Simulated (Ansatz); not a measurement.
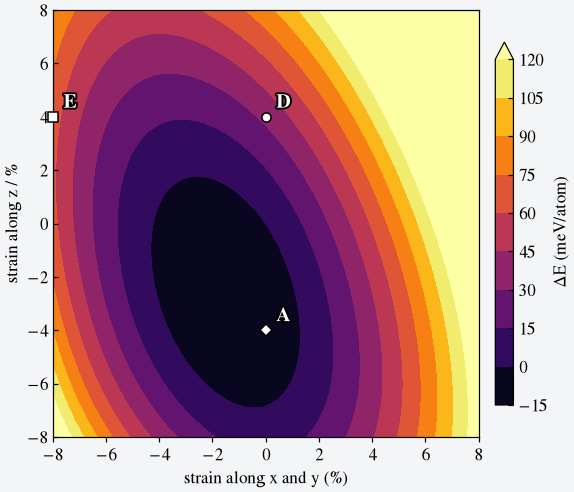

Y (P6_3/mmc, No. 194; 2 atoms in the cell). The cell is strained homogeneously, by one strain along x and y and another along z, with fractional coordinates fixed (x along [1 0 0], z along [0 0 1] of the conventional cell). First axis: strain along x and y. Second axis: strain along z. The grid has 5 × 5 points. Points are written as (first, second). Energies: meV/atom, counted from the unstrained cell. The reference cell is the one listed in the database, not relaxed at this level. Theory: Ansatz 0.2.0, DFT PBEsol, scalar-relativistic, plane waves, PAW. Settings: cutoff 420 eV, k-mesh 15×15×8 in the order of the run's cell vectors, gaussian smearing 0.15 eV, no spin polarisation.

In the figure: filled contours, one colour for all values above the top of the scale, lettered points. Between grid points the surface is interpolated.

Q: Is D the lowest point of the computed grid?

A: No. D lies 43 meV/atom above the lowest grid point, which is at (0 %, −4 %).

Q: Rank the lettered points by energy, lowest first.

A: A (−10 meV/atom), D (33 meV/atom), E (67 meV/atom).

Q: What kind of point is each of A, D: minimum, saddle, maximum or slope?

A: A: minimum; D: on a slope. (In these two coordinates alone; a stationary point may lie a little off the grid point.)
